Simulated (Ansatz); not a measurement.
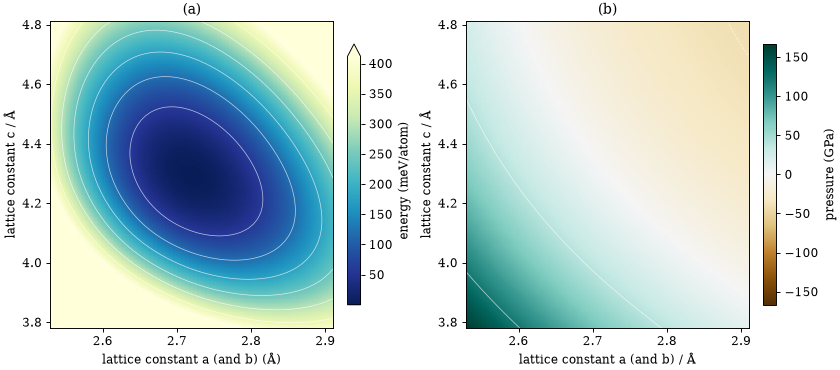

Ru (P6_3/mmc, No. 194; 2 atoms in the cell). 
- The energy is mapped over the lattice constants a and c of the conventional cell.
- The first coordinate is: lattice constant a (and b); the second: lattice constant c.
- Nothing is relaxed (symmetry fixes all fractional coordinates).
- Grid: 7 × 7 points.
- Points are written as (first, second).
- Energies: meV/atom, counted from the lowest grid point.
- The calculation used DFT PBE, scalar-relativistic, plane waves, PAW (Ansatz). Settings: cutoff 420 eV, k-mesh 18×18×10 in the order of the run's cell vectors, gaussian smearing 0.15 eV, no spin polarisation.

Panel (a) is the energy; panel (b) is the computed pressure, in GPa.

The picture shows a smooth colour map with a few white contour lines, one colour for all values above the top of the scale. Between grid points the surface is interpolated.

Question: How does the pressure vary over the map, and what is it at the lowest grid point?

Answer: It runs from −42 GPa at (2.910 Å, 4.812 Å) to 167 GPa at (2.529 Å, 3.781 Å). At the lowest grid point, (2.720 Å, 4.297 Å), it is 0 GPa.

```
lattice constant c ↓, lattice constant a (and b) →  2.529  2.593  2.656  2.720  2.783  2.847  2.910
                                             4.812     23      3    −13    −24    −32    −38    −42
                                             4.640     33     11     −6    −19    −28    −35    −39
                                             4.468     47     22      3    −11    −22    −29    −35
                                             4.297     66     38     16      0    −12    −22    −29
                                             4.125     91     59     35     15      1    −11    −19
                                             3.953    124     88     59     36     19      5     −6
                                             3.781    167    125     91     64     43     25     12
```

PAW datasets: the set soft_1.
